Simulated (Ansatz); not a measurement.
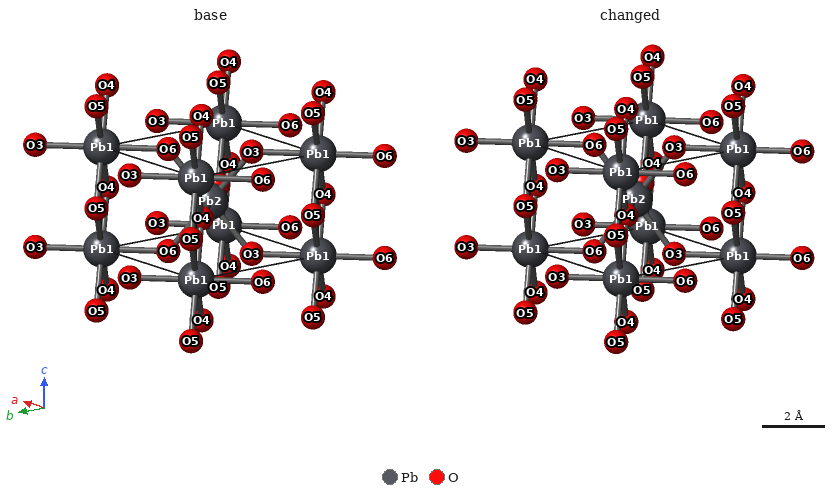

Left: solid PbO2 (built on the rutile type) at its r2SCAN-relaxed geometry. Right: the same structure after one change, at the same scale. The picture is a ball-and-stick view of the cell of the calculation, seen from a free direction.

Method: DFT, HSE06, plane waves, PAW in Ansatz. Settings: plane-wave cutoff 420 eV; k-point mesh 4 × 4 × 4; occupations fermi dirac; smearing width 0.02 eV; no spin polarisation.

What distinguishes the right structure from the left one?

Answer. The cell is strained by +4.3 % along c and −4.0 % across it (volume −3.9 %). The atoms and the free axis were relaxed with r2SCAN under that strain, and this is a single point on that geometry.

And its effect?

Answer. It costs 19.8 meV per atom. The pressure goes from −2.9 to 1.5 GPa. The principal stresses (compression positive) are −3.8 GPa along c and 4.2 GPa across it. The largest forces, 0.061 eV/Å, act on O3, O4, O5 and O6; on O4 it points along [1 −1 0]. Among the bonded contacts that change: O–Pb 2.165 → 2.084 Å, O–Pb 2.179 → 2.201 Å. The space group stays P4_2/mnm (No. 136).

Limits of the set-up: the k-point mesh is coarse for a cell with partly filled bands.
